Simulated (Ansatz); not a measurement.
**Run report: CdTe, geometry relaxation (part 2 of 2)**

Continued. System: CdTe (F-43m, 2 atoms in the cell). Method: DFT r2SCAN, scalar-relativistic, plane waves, PAW, no spin polarisation (Ansatz 0.2.0); cutoff 500 eV, 10×10×10 k-mesh, Gaussian smearing of 0.05 eV. It belongs to a series of runs on one base structure; here: elastic constants, atoms relaxed.

Geometry of the input (Å; fractional positions):
```
0.0000  3.2787  3.2787
3.2787  0.0000  3.2787
3.2787  3.2787  0.0000
Cd 0.0000  0.0000  0.0000
Te 0.2500  0.2500  0.2500
```

Log, continued
```
SCF iter   1: F=—  HF=-15264.140685 eV  |F-HF|=—  |Δ(HF+E_count)|=         —  Δρ=4.06e-5  dr2=1.06e-6  dr2_τ=3.47e-5  ethr=2.90e-8  ⟨swp⟩=6.4  Hψ=13786  notcnv=0
preconditioner: auto → none  [insulator: Δε(μ)=1.160 eV  Ē_g=11.883 eV  σ=0.050 eV  W_gap=1.00  n_scr=14 (ndim 8)  ℏωp=18.8 eV  f_vac=0.198  D(μ)=0.00/eV (n_scr^D=0)  ε∞_Penn≈3.5]
SCF iter   2: F=—  HF=-15264.140693 eV  |F-HF|=—  |Δ(HF+E_count)|=   8.15e-6  Δρ=1.56e-5  dr2=2.26e-7  dr2_τ=3.28e-8  ethr=2.95e-9  ⟨swp⟩=2.0  Hψ=8208  notcnv=0
SCF iter   3: F=—  HF=-15264.140693 eV  |F-HF|=—  |Δ(HF+E_count)|=   2.79e-8  Δρ=9.66e-6  dr2=5.11e-8  dr2_τ=3.05e-9  ethr=6.29e-10  ⟨swp⟩=2.6  Hψ=5008  notcnv=0
SCF iter   4: F=—  HF=-15264.140693 eV  |F-HF|=—  |Δ(HF+E_count)|=   1.83e-8  Δρ=1.84e-6  dr2=1.14e-9  dr2_τ=2.20e-10  ethr=1.42e-10  ⟨swp⟩=2.0  Hψ=6840  notcnv=0
SCF iter   5: F=—  HF=-15264.140693 eV  |F-HF|=—  |Δ(HF+E_count)|=  1.22e-10  Δρ=6.56e-7  dr2=3.03e-10  dr2_τ=5.50e-12  ethr=3.15e-12  ⟨swp⟩=2.0  Hψ=6156  notcnv=0
SCF iter   6: F=—  HF=-15264.140693 eV  |F-HF|=—  |Δ(HF+E_count)|=  5.64e-11  Δρ=2.35e-7  dr2=4.01e-11  dr2_τ=1.05e-12  ethr=8.41e-13 (applied; sched 1.00e-12)  ⟨swp⟩=2.1  Hψ=6086  notcnv=0
SCF iter   7: F=—  HF=-15264.140693 eV  |F-HF|=—  |Δ(HF+E_count)|=  1.82e-12  Δρ=8.82e-8  dr2=5.83e-12  dr2_τ=7.54e-14  ethr=1.11e-13 (applied; sched 1.00e-12)  ⟨swp⟩=2.0  Hψ=6035  notcnv=0
SCF iter   8: F=-15264.140693 eV  HF=-15264.140693 eV  |F-HF|=3.64e-12  |Δ(HF+E_count)|=  5.46e-12  Δρ=8.38e-9  dr2=5.23e-14  dr2_τ=1.53e-15  ethr=1.00e-12  ⟨swp⟩=3.9  Hψ=16286  notcnv=0
SCF 7 converged in 8 iterations: F = -15264.140693 eV  dr2 = 5.23e-14
relax step   3: F+E_penalty+E_count = -15264.14069306 eV  Δ(F+E_penalty+E_count) = -1.896e-6 eV  max|allowed force component| = 3.997e-8 eV/Å  Δτ_max = 0.0005 Å  (8 SCF iters, accepted)
iter 1 solved again at ethr=1.00e-12 eV; its pass at ethr=3.10e-3 eV (dr2=4.61e-14 eV) is discarded
SCF iter   1: F=—  HF=-15264.140693 eV  |F-HF|=—  |Δ(HF+E_count)|=         —  Δρ=8.37e-9  dr2=5.21e-14  dr2_τ=1.53e-15  ethr=1.00e-12  ⟨swp⟩=2.0  Hψ=19734  notcnv=0
SCF iter   2: F=-15264.140693 eV  HF=-15264.140693 eV  |F-HF|=7.28e-12  |Δ(HF+E_count)|=  3.64e-12  Δρ=2.94e-9  dr2=5.47e-15  dr2_τ=5.48e-16  ethr=1.00e-12  ⟨swp⟩=5.0  Hψ=13534  notcnv=0
SCF 8 converged in 2 iterations: F = -15264.140693 eV  dr2 = 5.47e-15
iter 1 solved again at ethr=5.35e-6 eV; its pass at ethr=3.10e-3 eV (dr2=1.92e-3 eV) is discarded
SCF iter   1: F=—  HF=-15264.141413 eV  |F-HF|=—  |Δ(HF+E_count)|=         —  Δρ=2.12e-3  dr2=1.91e-3  dr2_τ=1.10e-4  ethr=5.35e-6  ⟨swp⟩=2.6  Hψ=24432  notcnv=0
SCF iter   2: F=—  HF=-15264.140738 eV  |F-HF|=—  |Δ(HF+E_count)|=   6.76e-4  Δρ=8.84e-4  dr2=2.46e-4  dr2_τ=6.96e-6  ethr=5.31e-6  ⟨swp⟩=3.0  Hψ=6589  notcnv=0
SCF iter   3: F=—  HF=-15264.140716 eV  |F-HF|=—  |Δ(HF+E_count)|=   2.11e-5  Δρ=1.50e-4  dr2=1.02e-5  dr2_τ=1.66e-6  ethr=6.83e-7  ⟨swp⟩=2.0  Hψ=6731  notcnv=0
SCF iter   4: F=—  HF=-15264.140692 eV  |F-HF|=—  |Δ(HF+E_count)|=   2.47e-5  Δρ=3.39e-5  dr2=2.90e-7  dr2_τ=2.16e-8  ethr=2.83e-8  ⟨swp⟩=2.0  Hψ=6156  notcnv=0
SCF iter   5: F=—  HF=-15264.140679 eV  |F-HF|=—  |Δ(HF+E_count)|=   1.25e-5  Δρ=6.51e-6  dr2=2.08e-8  dr2_τ=2.86e-9  ethr=8.06e-10  ⟨swp⟩=2.0  Hψ=6840  notcnv=0
SCF iter   6: F=—  HF=-15264.140679 eV  |F-HF|=—  |Δ(HF+E_count)|=   6.02e-9  Δρ=1.21e-6  dr2=8.30e-10  dr2_τ=9.27e-11  ethr=5.79e-11  ⟨swp⟩=2.0  Hψ=6156  notcnv=0
SCF iter   7: F=—  HF=-15264.140679 eV  |F-HF|=—  |Δ(HF+E_count)|=  4.49e-10  Δρ=5.15e-7  dr2=1.74e-10  dr2_τ=7.69e-12  ethr=2.30e-12  ⟨swp⟩=2.0  Hψ=6662  notcnv=0
SCF iter   8: F=—  HF=-15264.140679 eV  |F-HF|=—  |Δ(HF+E_count)|=  2.36e-11  Δρ=1.16e-7  dr2=6.10e-12  dr2_τ=6.71e-13  ethr=4.83e-13 (applied; sched 1.00e-12)  ⟨swp⟩=2.1  Hψ=6681  notcnv=0
SCF iter   9: F=—  HF=-15264.140679 eV  |F-HF|=—  |Δ(HF+E_count)|=  3.64e-12  Δρ=2.47e-8  dr2=2.18e-13  dr2_τ=1.95e-14  ethr=1.69e-14 (applied; sched 1.00e-12)  ⟨swp⟩=2.0  Hψ=5301  notcnv=0
SCF iter  10: F=-15264.140679 eV  HF=-15264.140679 eV  |F-HF|=0.00e0  |Δ(HF+E_count)|=  3.64e-12  Δρ=4.02e-9  dr2=9.12e-15  dr2_τ=5.11e-16  ethr=1.00e-12  ⟨swp⟩=5.0  Hψ=13125  notcnv=0
SCF 9 converged in 10 iterations: F = -15264.140679 eV  dr2 = 9.12e-15
relax step   1: F+E_penalty+E_count = -15264.14067926 eV  Δ(F+E_penalty+E_count) = +0.000e0 eV  max|allowed force component| = 1.060e-2 eV/Å  Δτ_max = 0.0000 Å  (10 SCF iters, accepted)
iter 1 solved again at ethr=1.88e-8 eV; its pass at ethr=3.10e-3 eV (dr2=6.79e-6 eV) is discarded
SCF iter   1: F=—  HF=-15264.140569 eV  |F-HF|=—  |Δ(HF+E_count)|=         —  Δρ=1.09e-4  dr2=7.60e-6  dr2_τ=2.52e-4  ethr=1.88e-8  ⟨swp⟩=2.0  Hψ=17491  notcnv=0
SCF iter   2: F=—  HF=-15264.140707 eV  |F-HF|=—  |Δ(HF+E_count)|=   1.38e-4  Δρ=4.19e-5  dr2=1.61e-6  dr2_τ=2.28e-7  ethr=1.88e-8  ⟨swp⟩=2.6  Hψ=6939  notcnv=0
SCF iter   3: F=—  HF=-15264.140693 eV  |F-HF|=—  |Δ(HF+E_count)|=   1.41e-5  Δρ=2.60e-5  dr2=3.63e-7  dr2_τ=2.26e-8  ethr=4.47e-9  ⟨swp⟩=2.4  Hψ=4889  notcnv=0
SCF iter   4: F=—  HF=-15264.140693 eV  |F-HF|=—  |Δ(HF+E_count)|=   1.33e-7  Δρ=4.97e-6  dr2=7.85e-9  dr2_τ=1.60e-9  ethr=1.01e-9  ⟨swp⟩=2.0  Hψ=6840  notcnv=0
SCF iter   5: F=—  HF=-15264.140693 eV  |F-HF|=—  |Δ(HF+E_count)|=  8.99e-10  Δρ=1.70e-6  dr2=1.98e-9  dr2_τ=3.54e-11  ethr=2.18e-11  ⟨swp⟩=2.0  Hψ=6156  notcnv=0
SCF iter   6: F=—  HF=-15264.140693 eV  |F-HF|=—  |Δ(HF+E_count)|=  3.35e-10  Δρ=6.08e-7  dr2=2.76e-10  dr2_τ=8.04e-12  ethr=5.51e-12  ⟨swp⟩=2.1  Hψ=6096  notcnv=0
SCF iter   7: F=—  HF=-15264.140693 eV  |F-HF|=—  |Δ(HF+E_count)|=  4.00e-11  Δρ=2.43e-7  dr2=4.32e-11  dr2_τ=6.31e-13  ethr=7.68e-13 (applied; sched 1.00e-12)  ⟨swp⟩=2.0  Hψ=6116  notcnv=0
SCF iter   8: F=—  HF=-15264.140693 eV  |F-HF|=—  |Δ(HF+E_count)|=  5.46e-12  Δρ=1.07e-7  dr2=8.46e-12  dr2_τ=1.32e-13  ethr=1.20e-13 (applied; sched 1.00e-12)  ⟨swp⟩=2.8  Hψ=6468  notcnv=0
SCF iter   9: F=—  HF=-15264.140693 eV  |F-HF|=—  |Δ(HF+E_count)|=  1.82e-12  Δρ=1.55e-8  dr2=1.70e-13  dr2_τ=2.59e-15  ethr=2.35e-14 (applied; sched 1.00e-12)  ⟨swp⟩=2.0  Hψ=6840  notcnv=0
SCF iter  10: F=-15264.140693 eV  HF=-15264.140693 eV  |F-HF|=3.64e-12  |Δ(HF+E_count)|=  7.28e-12  Δρ=1.16e-9  dr2=5.32e-16  dr2_τ=1.13e-16  ethr=1.00e-12  ⟨swp⟩=4.0  Hψ=12148  notcnv=0
SCF 10 converged in 10 iterations: F = -15264.140693 eV  dr2 = 5.32e-16
relax step   2: F+E_penalty+E_count = -15264.14069306 eV  Δ(F+E_penalty+E_count) = -1.380e-5 eV  max|allowed force component| = 1.712e-7 eV/Å  Δτ_max = 0.0013 Å  (10 SCF iters, accepted)
iter 1 solved again at ethr=1.00e-12 eV; its pass at ethr=3.10e-3 eV (dr2=2.67e-15 eV) is discarded
SCF iter   1: F=—  HF=-15264.140693 eV  |F-HF|=—  |Δ(HF+E_count)|=         —  Δρ=1.17e-9  dr2=5.68e-16  dr2_τ=1.15e-16  ethr=1.00e-12  ⟨swp⟩=2.0  Hψ=19686  notcnv=0
SCF iter   2: F=-15264.140693 eV  HF=-15264.140693 eV  |F-HF|=1.82e-12  |Δ(HF+E_count)|=  3.64e-12  Δρ=5.91e-10  dr2=1.05e-16  dr2_τ=1.56e-17  ethr=1.00e-12  ⟨swp⟩=5.0  Hψ=13306  notcnv=0
SCF 11 converged in 2 iterations: F = -15264.140693 eV  dr2 = 1.05e-16
```

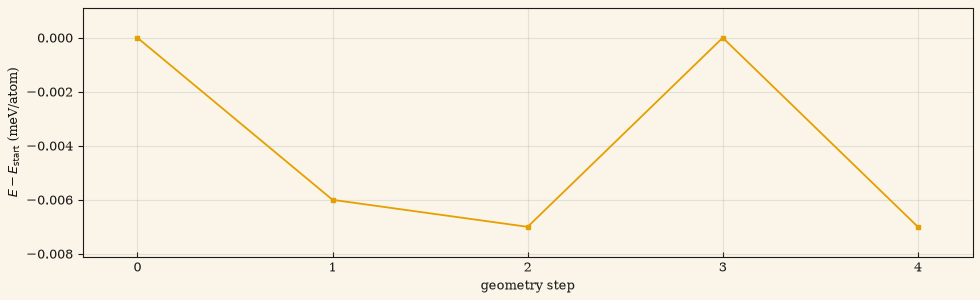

Figure 1. Progress of the relaxation, step by step (the first geometry is step 0 here and step 1 in the log). The atoms keep their places (all moves are under 0.005 Å). The cell doesn't change. Distances before and after: Cd1–Te2 2.841 → 2.836 Å. The space group stays F-43m (No. 216). The energy falls by next to nothing (0.0 meV per atom) in 4 geometry steps. Largest force component: 0.011 eV/Å at the start, under 0.0001 eV/Å at the end. (Atoms are counted from 1 in the order of the input.)

```
SCF converged after 2 iterations
Free energy (F): -15264.140714 eV
Harris-Foulkes:  -15264.140714 eV  (|F-HF|=1.82e-12)
Internal energy: -15264.140714 eV  (E = F + TS)
E sigma→0 (E₀):  -15264.140714 eV
Fermi energy:    7.302347 eV
--- Per-component energies (eV) ---
  E_band       = -841.669382
  E_kinetic    = 685.243918
  E_local      = -5498.071897  (includes V_loc(G=0)·N_el)
  E_nonlocal   = -275.680335
  E_hartree    = 2766.687625
  E_xc         = -283.212826
  E_vxc        = -357.270235  (∫ρ·V_xc dr)
  E_paw        = -8793.007488  (= ΣΔE_a)
  E_vpaw       = -953.489959  (= ΣTr[D̂ρ^β])
  E_aug_tail   = -0.000032  (compensation charges beyond the density's cutoff)
  E_vtau       = 24.223906  (kinetic-family band-sum trace: ∫τ·v_τ [+ j·A + Jᵃ·Aᵃ] dr)
  E_ewald      = -3865.819764
  E_core_change = -0.279915  (= ΣΔE_core)
  E_smearing   = -0.000000  (= −TS)
  E_closure    = 0.000000  (closes the sum)
  Σ components = -15264.140714   (vs F -15264.140714, Δ=0.00e0)
--- Forces (eV/Å), atoms counted from 1 ---
  atom   1  Cd     0.00000000    -0.00000000    -0.00000000
  atom   2  Te    -0.00000000     0.00000000    -0.00000000
  max |Σ_I F_I| component: 8.10e-17 eV/Å
--- Stress (GPa, compression-positive) ---
        0.002811      -0.000000      -0.000000
        0.000000       0.002811       0.000000
       -0.000000       0.000000       0.002811
  P = ⅓ Tr σ = 0.0028 GPa (0.028 kbar)
--- Band table (eV; the first three rows and the last of 47) ---
  k-point 0: bands = ["-98.1425", "-58.2947", "-58.2947", "-58.2947", "-29.9735", "-29.9735", "-29.9735", "-29.9634", "-29.9634", "-4.5982", "-1.7592", "-1.7592", "-1.7592", "-1.5065", "-1.5065", "6.7182", "6.7182", "6.7182", "7.8841", "11.7955", "11.7955", "11.7955"]
  k-point 1: bands = ["-98.1425", "-58.2947", "-58.2947", "-58.2947", "-29.9735", "-29.9734", "-29.9734", "-29.9634", "-29.9634", "-4.5621", "-1.7523", "-1.7523", "-1.7287", "-1.5070", "-1.5070", "5.8976", "6.6337", "6.6337", "8.5131", "11.7178", "11.9341", "11.9341"]
  k-point 2: bands = ["-98.1425", "-58.2947", "-58.2947", "-58.2947", "-29.9735", "-29.9734", "-29.9734", "-29.9634", "-29.9634", "-4.4675", "-1.7350", "-1.7350", "-1.6309", "-1.5072", "-1.5072", "4.6885", "6.4303", "6.4303", "9.0254", "12.0201", "12.2191", "12.2191"]
  k-point 46: bands = ["-98.1425", "-58.2947", "-58.2947", "-58.2947", "-29.9736", "-29.9732", "-29.9729", "-29.9634", "-29.9631", "-4.1143", "-1.6375", "-1.6331", "-1.5405", "-1.4998", "-0.9493", "2.6731", "4.5216", "4.6571", "11.0399", "11.2587", "13.2815", "13.7268"]
--- Elastic constants: 2 strain directions × 2 members + reference (group order 24) ---
  dense FFT box of the reference and of every strained cell: 36×36×36
  strains applied: 11, 23; error gains: componentwise 1.00 (the most a stress slope's error grows in a printed constant), spectral 1.73 (1 for all six strains in a standard setting)
  C = ∂σ_k/∂η_j (tension-positive GPa; Voigt order 11 22 33 23 13 12):
        51.553     34.705     34.705      0.000      0.000     -0.000
        34.705     51.553     34.705      0.000      0.000     -0.000
        34.705     34.705     51.553      0.000      0.000      0.000
         0.000     -0.000     -0.000     19.854     -0.000     -0.000
        -0.000     -0.000     -0.000     -0.000     19.854      0.000
         0.000     -0.000     -0.000     -0.000      0.000     19.854
  reference stress σ⁰ (GPa):     -0.003     -0.003     -0.003     -0.000      0.000      0.000
  C* (energy form; C + prestress term) asymmetry max|C*_kj − C*_jk| = 1.421e-14 GPa — a small one proves nothing (zero by symmetry where the batch's group is 432, −43m or m−3m); a large one is finite-difference/SCF noise where every solve meets its electron count
  moduli (Voigt/Reuss/Hill, GPa): K = 40.32/40.32/40.32   G = 15.28/12.87/14.08   E = 37.83   ν = 0.344
  mechanically stable: yes (min eigenvalue of sym C = 16.85 GPa)
  strain η (Voigt 11):  stress-route row diagonal C_11 = 51.55 GPa, energy-path curvature d²(F+E_count+ΔE)/dδ²/Ω₀ = 51.55 GPa
         δ    σ_11 (GPa)             F (eV)   n_scf  n_hpsi   n_pw
    -2.000e-3      -0.1061      -15264.1406621       9   47756   1816   relax 0 steps, max|allowed force component| 3.47e-17 eV/Å
     2.000e-3       0.1001      -15264.1406662       7   39868   1824   relax 0 steps, max|allowed force component| 6.77e-17 eV/Å
  strain η (Voigt 23):  stress-route row diagonal C_44 = 19.85 GPa, energy-path curvature d²(F+E_count+ΔE)/dδ²/Ω₀ = 19.86 GPa
         δ    σ_23 (GPa)             F (eV)   n_scf  n_hpsi   n_pw
    -2.000e-3      -0.0397      -15264.1406931       2   34731   1816   relax 3 steps, max|allowed force component| 4.00e-8 eV/Å
     2.000e-3       0.0397      -15264.1406931       2   34448   1816   relax 2 steps, max|allowed force component| 1.71e-7 eV/Å
```

Trajectory as extended XYZ (Å, eV, eV/Å), 5 frames, from step=1 to step=2
```
2
Lattice="0.0000 3.2787 3.2787 3.2787 0.0000 3.2787 3.2787 3.2787 0.0000" Properties=species:S:1:pos:R:3:forces:R:3 step=1 energy=-15264.14068
Cd    0.0000    0.0000    0.0000   -0.0106   0.0000   0.0000
Te    1.6394    1.6377    1.6377    0.0106   0.0000   0.0000
2
Lattice="0.0000 3.2787 3.2787 3.2787 0.0000 3.2787 3.2787 3.2787 0.0000" Properties=species:S:1:pos:R:3:forces:R:3 step=2 energy=-15264.14069
Cd   -0.0018    0.0000    0.0000    0.0039   0.0000   0.0000
Te    1.6411    1.6377    1.6377   -0.0039   0.0000   0.0000
2
Lattice="0.0000 3.2787 3.2787 3.2787 0.0000 3.2787 3.2787 3.2787 0.0000" Properties=species:S:1:pos:R:3:forces:R:3 step=3 energy=-15264.14069
Cd   -0.0013    0.0000    0.0000    0.0000   0.0000   0.0000
Te    1.6407    1.6377    1.6377    0.0000   0.0000   0.0000
2
Lattice="0.0000 3.2787 3.2787 3.2787 0.0000 3.2787 3.2787 3.2787 0.0000" Properties=species:S:1:pos:R:3:forces:R:3 step=1 energy=-15264.14068
Cd    0.0000    0.0000    0.0000    0.0106   0.0000   0.0000
Te    1.6394    1.6410    1.6410   -0.0106   0.0000   0.0000
2
Lattice="0.0000 3.2787 3.2787 3.2787 0.0000 3.2787 3.2787 3.2787 0.0000" Properties=species:S:1:pos:R:3:forces:R:3 step=2 energy=-15264.14069
Cd    0.0013    0.0000    0.0000    0.0000   0.0000   0.0000
Te    1.6381    1.6410    1.6410    0.0000   0.0000   0.0000
```

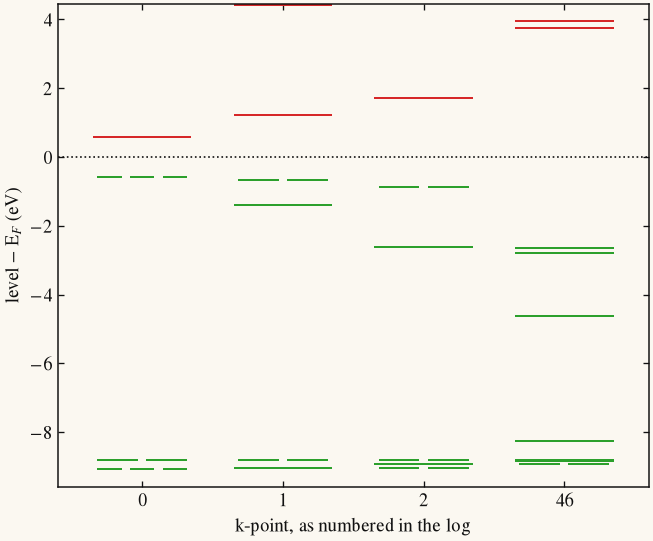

Figure 2. Kohn–Sham levels near the Fermi level (dotted) at the few k-points that the log prints; levels within 0.02 eV of each other stand side by side. Among these points the highest filled and lowest empty levels are 1.17 eV apart, which is the gap on the mesh.
